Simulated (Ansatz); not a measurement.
System: VSi$_{35}$ (cell charge +1, with a compensating background) (cell with a defect).

Input

```
crystal:
  lattice:
    - [-5.7769209523, 3.3353068668, -6.3650227274]
    - [5.7769209522, 3.3353068669, -6.3650227274]
    - [1.0e-10, -6.6706137337, -6.3650227274]
  atoms:
    - { symbol: V, position: [0.4232142198, 0.0862353402, 0.4224041522], spin: 2.0 }
    - { symbol: Si, position: [0.756455629, 0.0900332156, 0.0897245329] }
    - { symbol: Si, position: [0.0899457714, 0.4234314136, 0.4231574337] }
    - { symbol: Si, position: [0.7569841773, 0.7562946696, 0.4232182619] }
    - { symbol: Si, position: [0.4234788936, 0.4234320537, 0.0897070651] }
    - { symbol: Si, position: [0.0900048886, 0.0900272812, 0.756156923] }
    - { symbol: Si, position: [0.7568925453, 0.4233699107, 0.7566020533] }
    - { symbol: Si, position: [0.0901092105, 0.7571535426, 0.0898155995] }
    - { symbol: Si, position: [0.4235409313, 0.7562321123, 0.7566993709] }
    - { symbol: Si, position: [0.0325459547, 0.0341099209, 0.3673284624] }
    - { symbol: Si, position: [0.3675971698, 0.0341175134, 0.0322301935] }
    - { symbol: Si, position: [0.703296652, 0.369897861, 0.3673935602] }
    - { symbol: Si, position: [0.3677895504, 0.6987228223, 0.3675095374] }
    - { symbol: Si, position: [0.0345500951, 0.3678771803, 0.0342606785] }
    - { symbol: Si, position: [0.7029492466, 0.0348700077, 0.7026514044] }
    - { symbol: Si, position: [0.3676693807, 0.3698773936, 0.7030138887] }
    - { symbol: Si, position: [0.701358808, 0.7011737228, 0.0341500396] }
    - { symbol: Si, position: [0.0344392512, 0.7011622131, 0.7010353538] }
    - { symbol: Si, position: [0.2962530836, 0.9641018786, 0.2940163256] }
    - { symbol: Si, position: [0.631753564, 0.9655138432, 0.9659039006] }
    - { symbol: Si, position: [0.9664339214, 0.2985243445, 0.2985651905] }
    - { symbol: Si, position: [0.6320512519, 0.6331327062, 0.2984215947] }
    - { symbol: Si, position: [0.2988876146, 0.2985362772, 0.9661647126] }
    - { symbol: Si, position: [0.9661840976, 0.9654856879, 0.6314930678] }
    - { symbol: Si, position: [0.6319377747, 0.2991648993, 0.6316650607] }
    - { symbol: Si, position: [0.9655674142, 0.6322150327, 0.9652320379] }
    - { symbol: Si, position: [0.298710648, 0.633115561, 0.6317626325] }
    - { symbol: Si, position: [0.9083586816, 0.9096626187, 0.2427997728] }
    - { symbol: Si, position: [0.2431193621, 0.9096325287, 0.9080513909] }
    - { symbol: Si, position: [0.5808736498, 0.2484071993, 0.241464861] }
    - { symbol: Si, position: [0.2429031336, 0.5753250617, 0.2426240319] }
    - { symbol: Si, position: [0.9100362008, 0.2429278221, 0.9097499353] }
    - { symbol: Si, position: [0.5804464086, 0.9076488912, 0.5830765102] }
    - { symbol: Si, position: [0.2428518399, 0.24736239, 0.5780944202] }
    - { symbol: Si, position: [0.5765440148, 0.5764403757, 0.9098135602] }
    - { symbol: Si, position: [0.9101032634, 0.5764293456, 0.5762172749] }
  host:
    lattice:
      - [3.8512806348, 0.0, 0.0]
      - [-1.9256403174, 3.3353068669, 0.0]
      - [0.0, 0.0, 6.3650227274]
    atoms:
      - { symbol: Si, position: [0.3333333333, 0.6666666667, 0.0629309403] }
      - { symbol: Si, position: [0.6666666667, 0.3333333333, 0.5629309403] }
      - { symbol: Si, position: [0.3333333333, 0.6666666667, 0.4370690597] }
      - { symbol: Si, position: [0.6666666667, 0.3333333333, 0.9370690597] }
total_charge: 1
basis:
  ecutwfc: 420
  xc_grid: 2
kpoints:
  mp_grid: { grid: [2, 2, 2], shift: [0.5, 0.5, 0.5] }
hamiltonian:
  xc: pbe
scf:
  occupations: { method: gaussian, width: 0.02 }
output:
  forces: true
  stress: false
  eigenvalues: true
  populations: true
  charged_corrections:
    defect_position: [0.42346746, 0.09013413, 0.42346746]
    epsilon: [[12.6179, 0.0, 0.0], [0.0, 12.6179, 0.0], [0.0, 0.0, 13.7065]]
  write_density: true
  write_potential: true
  elf: true
  volumetric_format: npy
magnetization:
  spin_polarized: true
relax:
  adjacent_minimum: "off"
  f_tol: 0.025
  max_steps: 45
```

Run with:

```sh
ansatz run input.yaml --threads 4 --pin off --max-ram 10240MiB --backend cpu --events-out ev --progress --plain --runs-dir out
```

The fields are those of the run's last geometry, not of the input's.

The program warned that a starting moment wasn't kept; spin-polarised, but the moments vanished.

Method: DFT PBE, scalar-relativistic, plane waves, PAW (Ansatz 0.2.0).

Question: Predict the valence pseudo-density and electron localisation function between the atoms.

Answer: Si–Si (2.37 Å): the density is about 0.55 e/Å³ at the midpoint; the ELF peaks at about 0.95 between the atoms (localised, covalent bonding).
V–Si (2.42 Å): the density is about 0.54 e/Å³ at the midpoint; the ELF peaks at about 0.95 between the atoms.

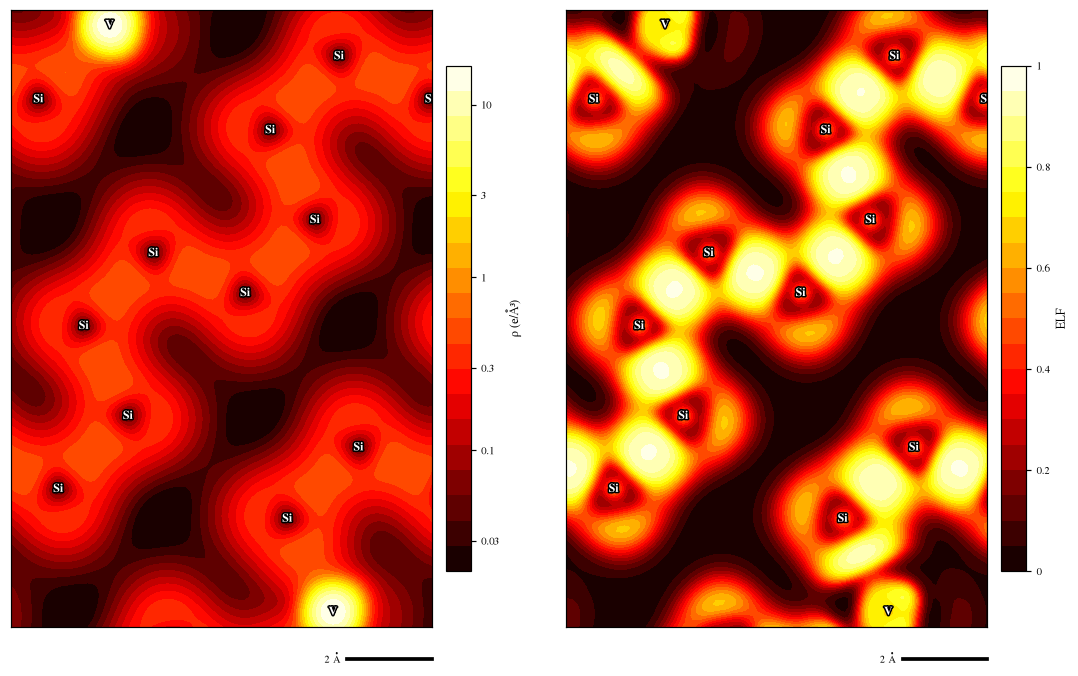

Computed valence pseudo-density and electron localisation function on the (011̄) plane of the calculation cell, in this order. 

Core electrons are frozen (PAW), and the valence fields are smoothed inside the atomic spheres.
